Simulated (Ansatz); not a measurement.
## Single-point calculation of WC

System: WC (P1, 8 atoms in the cell).
Method: DFT PBE, scalar-relativistic, plane waves, PAW, no spin polarisation (Ansatz 0.2.0).

The structure derives from an entry of the Crystallography Open Database. It belongs to a series of runs on one base structure; here: all atoms moved at random (sigma 0.1 A a component). Figures and captions count atoms from 1; the log counts them from 0 in places.

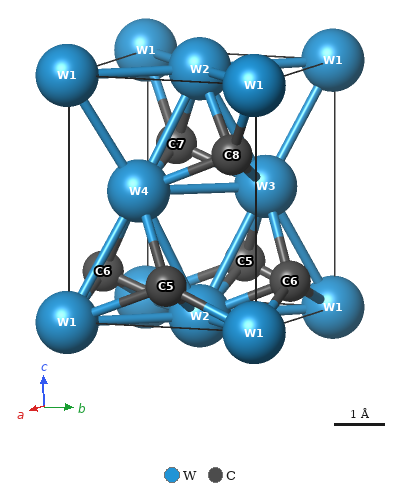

*The structure (ball-and-stick view of the cell of the calculation, seen slightly off an axis; atoms are numbered from 1 in the order of the input). An atom can appear more than once, as a periodic image.*

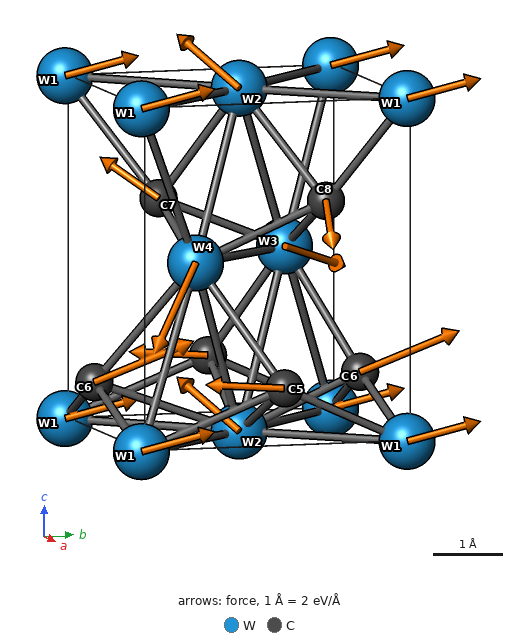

*Forces on the atoms as orange arrows (ball-and-stick view of the cell of the calculation, seen slightly off an axis; atoms are numbered from 1 in the order of the input).*

The largest act on C6 (3.36 eV/Å); W4 (3.31 eV/Å); W3 (2.86 eV/Å); W2 (2.78 eV/Å), among others. The geometry is not a stationary point of this energy.

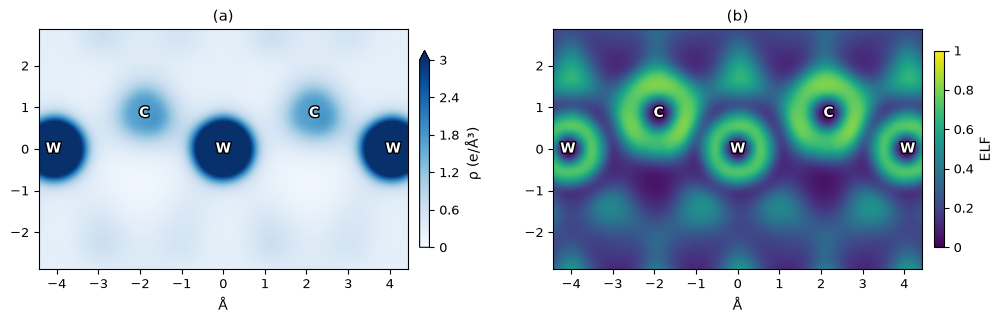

*(a) valence electron density; (b) ELF on the (100) plane of the conventional cell.*

Atoms in the plane: W and C. W–C (2.08 Å): the density is about 0.86 e/Å³ at the midpoint; the ELF is about 0.35 at the midpoint. W–C (2.08 Å): ρ is about 0.86 e/Å³ halfway; the ELF is about 0.35 at the midpoint. W–C (2.34 Å): the density is about 0.5 e/Å³ at the midpoint; the ELF is about 0.30 at the midpoint. Away from the nuclei the density in this plane falls to 0.11 e/Å³ at its lowest. The strong features right at W lie inside the PAW spheres (semicore, d or f shells) and say nothing about bonding. The fields are those of the smooth PAW valence density.

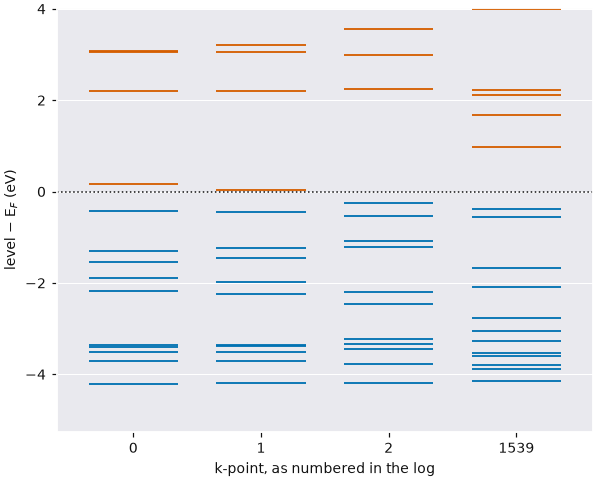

*Kohn–Sham levels near the Fermi level (dotted) at the few k-points that the log prints; levels within 0.02 eV of each other stand side by side.*

The system is metallic on the full mesh.

The input that produced these results follows, with the program's output.

**Input**
```yaml
crystal:
  lattice:
    - [-1.4608858258, 2.5303284743, -2.8470758817]
    - [1.4608858258, -2.5303284743, -2.8470758817]
    - [-4.3826574773, -2.5303284743, 0.0]
  atoms:
    - { symbol: W, position: [-0.0031633705, -0.0110817116, -0.0026922804] }
    - { symbol: W, position: [0.5156871734, 0.4957249808, -0.0042635768] }
    - { symbol: W, position: [0.258925379, 0.7399864072, 0.503282244] }
    - { symbol: W, position: [0.7448880802, 0.2653581465, 0.515026855] }
    - { symbol: C, position: [0.0105150563, 0.5238184793, 0.1670396002] }
    - { symbol: C, position: [0.4753389098, -0.0377959121, 0.1504457596] }
    - { symbol: C, position: [0.2636181446, 0.2646964708, 0.6575121889] }
    - { symbol: C, position: [0.7341906272, 0.759293139, 0.6803158763] }
basis:
  ecutwfc: 420
kpoints:
  mp_grid: { grid: [16, 16, 12] }
hamiltonian:
  xc: pbe
scf:
  occupations: { method: gaussian, width: 0.15 }
output:
  forces: true
  stress: true
  eigenvalues: true
  write_density: true
  write_potential: true
  elf: true
  volumetric_format: npy
```

Command:
```bash
ansatz run input.yaml --threads 2 --pin off --max-ram 5120MiB --backend cpu --events-out ev --progress --plain --runs-dir out
```

**The program's output**
```
Engine: ansatz 0.2.0, x86_64-unknown-linux-gnu
Pseudopotentials: kind: paw
Pseudopotential: W, paw, valence charge 14, recommended cutoff 420 eV (normal), W.paw.azcp
Pseudopotential: C, paw, valence charge 4, recommended cutoff 420 eV (normal), C.paw.azcp
Functional definition: PBE
  parameter kappa = 0.804
  parameter beta = 0.06672455060314922
  exchange = pbe_x(kappa = kappa, mu = beta*pi^2/3)
  correlation = pbe_c(beta = beta)
Crystal: 8 atoms, lattice volume = 84.194 Å³
Basis set: ecut = 420 eV, 1633 PW (Γ), exchange–correlation on 60×60×72 points (8 copies of the dense FFT grid, shifted against one another)
Bands: 44, of which v1, the nominal top of the filled ones, is band 36 counted from 1 (35 counted from 0)
Symmetry: 1 space group operations
Space group: P1 (ITA 1), of the structure as read, at distance tolerance 4.4e-5 Å
k-points: 1540 of 3072 (time reversal used)
Non-local potential: W, projectors of the file, l = 0: 3, l = 1: 2, l = 2: 2, l = 3: 1
Non-local potential: C, projectors of the file, l = 0: 2, l = 1: 2, l = 2: 1
PAW form: soft (Blöchl's): semilocal exchange-correlation on the pseudo side does not see the compensation charge
PAW one-centre angular grid: W, 590 points (default); XC on 64 Gauss nodes
PAW one-centre angular grid: C, 110 points (default); XC on 64 Gauss nodes
Initial density: superposition of atomic densities (neutral atoms: chi_scale 0, normalization atom), corrected by the library's trained network
Initial wavefunctions: pseudopotential atomic-orbital guess
Functional: x = pbe(κ = 0.804, μ = 0.2195149727645171), c = pbe(β = 0.06672455060314922)
SCF iter   1: F=—  HF=-42543.201472 eV  |F-HF|=—  |Δ(HF+E_count)|=         —  Δρ=8.00e-3  dr2=2.45e-2  ethr=1.77e-3  ⟨swp⟩=4.8  Hψ=260910  notcnv=0
preconditioner: auto → Kerker (q_TF=auto, 2.658 Å⁻¹)  [metal: Δε(μ)=0.004 eV  Ē_g=8.315 eV  σ=0.150 eV  W_gap=0.02  n_scr=28 (ndim 8)  ℏωp=25.6 eV  f_vac=0.000  D(μ)=1.30/eV (n_scr^D=6)]
SCF iter   2: F=—  HF=-42543.206365 eV  |F-HF|=—  |Δ(HF+E_count)|=   4.89e-3  Δρ=4.50e-3  dr2=7.18e-3  ethr=3.41e-5  ⟨swp⟩=1.1  Hψ=80251  notcnv=0
SCF iter   3: F=—  HF=-42543.209134 eV  |F-HF|=—  |Δ(HF+E_count)|=   2.77e-3  Δρ=8.04e-4  dr2=5.45e-4  ethr=9.97e-6  ⟨swp⟩=2.0  Hψ=87473  notcnv=0
SCF iter   4: F=—  HF=-42543.209109 eV  |F-HF|=—  |Δ(HF+E_count)|=   2.52e-5  Δρ=1.81e-4  dr2=3.31e-5  ethr=7.56e-7  ⟨swp⟩=2.0  Hψ=88596  notcnv=0
SCF iter   5: F=—  HF=-42543.209095 eV  |F-HF|=—  |Δ(HF+E_count)|=   1.46e-5  Δρ=4.46e-5  dr2=1.75e-6  ethr=4.60e-8  ⟨swp⟩=2.0  Hψ=92746  notcnv=0
SCF iter   6: F=—  HF=-42543.209095 eV  |F-HF|=—  |Δ(HF+E_count)|=   5.74e-8  Δρ=1.41e-5  dr2=2.55e-7  ethr=2.43e-9  ⟨swp⟩=2.0  Hψ=94777  notcnv=0
SCF iter   7: F=-42543.209095 eV  HF=-42543.209095 eV  |F-HF|=1.09e-8  |Δ(HF+E_count)|=   9.40e-9  Δρ=3.89e-6  dr2=2.14e-8  ethr=1.39e-10  ⟨swp⟩=13.5  Hψ=456036  notcnv=0
SCF 1 converged in 7 iterations: F = -42543.209095 eV  dr2 = 2.14e-8
  greatest PAW one-centre occupation: 1.000 electrons in one spin orbital (limit 2), on the W atom at site 0 (counted from 0), in its partial waves of l = 0
SCF converged after 7 iterations
Free energy (F): -42543.209095 eV
Harris-Foulkes:  -42543.209095 eV  (|F-HF|=1.09e-8)
Internal energy: -42543.194384 eV  (E = F + TS)
E sigma→0 (E₀):  -42543.201739 eV
Entropy (-TS):   -0.014711 eV (-1.839 meV/atom)
Fermi energy:    20.321280 eV
--- Per-component energies (eV) ---
  E_band       = -256.702637
  E_kinetic    = 2167.307800
  E_local      = -2745.089234  (includes V_loc(G=0)·N_el)
  E_nonlocal   = 102.944415
  E_hartree    = 971.767858
  E_xc         = -1265.675658
  E_vxc        = -1201.040972  (∫ρ·V_xc dr)
  E_paw        = -34644.784142  (= ΣΔE_a)
  E_vpaw       = -524.359963  (= ΣTr[D̂ρ^β])
  E_aug_tail   = -0.000207  (compensation charges beyond the density's cutoff)
  E_ewald      = -7129.665216
  E_smearing   = -0.014711  (= −TS)
  E_closure    = 0.000000  (closes the sum)
  Σ components = -42543.209095   (vs F -42543.209095, Δ=0.00e0)
--- Forces (eV/Å), atoms counted from 1 ---
  atom   1  W      0.12406323    -1.35647111    -1.81830925
  atom   2  W     -1.01085696    -1.09747965     2.34005347
  atom   3  W      2.07341021    -1.87383944    -0.61981562
  atom   4  W      1.04342992     3.13850999     0.19497546
  atom   5  C     -0.76980666     1.06790051     1.95386262
  atom   6  C     -0.87668713    -1.16306232    -3.02760271
  atom   7  C     -1.09824891    -0.38374833     1.86124906
  atom   8  C      0.51468330     1.66818882    -0.88442231
  max |Σ_I F_I| component: 1.30e-5 eV/Å
--- Stress (GPa, compression-positive) ---
        6.106445      -1.336605       0.405615
       -1.336606       5.235454       0.966744
        0.405615       0.966744       7.138360
  P = ⅓ Tr σ = 6.1601 GPa (61.601 kbar)
--- Band table (eV; the first three rows and the last of 1540) ---
  k-point 0: bands = ["-53.7121", "-53.6459", "-53.5598", "-53.5412", "-18.4149", "-18.2780", "-18.2636", "-18.1967", "-18.1249", "-17.8968", "-17.8252", "-17.7713", "-17.7074", "-17.6081", "-17.5920", "-17.5818", "5.8811", "8.9925", "9.1289", "9.3920", "13.2958", "13.9345", "14.0947", "14.4080", "14.6254", "16.1143", "16.6163", "16.8025", "16.9104", "16.9711", "18.1523", "18.4215", "18.7777", "19.0123", "19.8947", "20.4842", "22.5186", "23.3732", "23.3969", "24.5116", "24.8297", "25.0481", "25.1309", "25.2826"]
  k-point 1: bands = ["-53.7116", "-53.6462", "-53.5598", "-53.5414", "-18.4038", "-18.2778", "-18.2639", "-18.2064", "-18.1377", "-17.8836", "-17.8156", "-17.7671", "-17.7057", "-17.6174", "-17.5947", "-17.5872", "5.9254", "8.9475", "9.0825", "9.3786", "13.3340", "13.9986", "14.1628", "14.3556", "14.5946", "16.1230", "16.6141", "16.8199", "16.9426", "16.9669", "18.0747", "18.3464", "18.8774", "19.0829", "19.8655", "20.3502", "22.5284", "23.3670", "23.5338", "24.5057", "24.6935", "25.0120", "25.1225", "25.2562"]
  k-point 2: bands = ["-53.7103", "-53.6471", "-53.5598", "-53.5419", "-18.3728", "-18.2772", "-18.2646", "-18.2291", "-18.1666", "-17.8536", "-17.7933", "-17.7543", "-17.7011", "-17.6505", "-17.6034", "-17.5955", "6.0560", "8.7718", "9.0061", "9.3402", "13.4371", "14.1734", "14.2027", "14.3853", "14.5280", "16.1258", "16.5546", "16.8679", "16.9927", "17.0865", "17.8501", "18.1240", "19.1169", "19.2447", "19.7909", "20.0682", "22.5592", "23.3186", "23.8860", "24.3621", "24.4929", "24.9337", "25.0618", "25.2310"]
  k-point 1539: bands = ["-53.6947", "-53.6397", "-53.5686", "-53.5550", "-18.4346", "-18.3853", "-18.3702", "-18.3360", "-17.9921", "-17.8649", "-17.8012", "-17.7803", "-17.6319", "-17.6086", "-17.5928", "-17.5758", "8.9525", "9.2427", "9.3709", "9.6777", "12.9250", "13.1252", "13.3596", "13.6154", "16.1674", "16.4443", "16.5256", "16.7183", "16.7972", "17.0532", "17.2657", "17.5613", "18.2246", "18.6555", "19.7718", "19.9512", "21.2994", "21.9922", "22.4266", "22.5396", "24.3245", "24.6235", "24.8449", "24.8667"]
```

**Key numbers**

```csv
quantity,value
outcome,converged
space group (tolerance 0.01 Å),P1 (1)
electrons treated,72
free energy,−42543.2091 eV
Fermi energy,20.321 eV
gap on the k-point mesh,none (metallic)
pressure,6.16 GPa
largest force (length of the vector),3.360 eV/Å
hardware,"2 threads of AMD EPYC (Zen 5), 32 GiB of memory available, shared host"
wall time,1.7 min (CPU time 3.3 min)
peak memory,3.6 GiB
```

**Notes**

Spin–orbit coupling is left out, which matters for W. The cell is under a pressure of 6.2 GPa at this level, so it is not at its equilibrium volume.
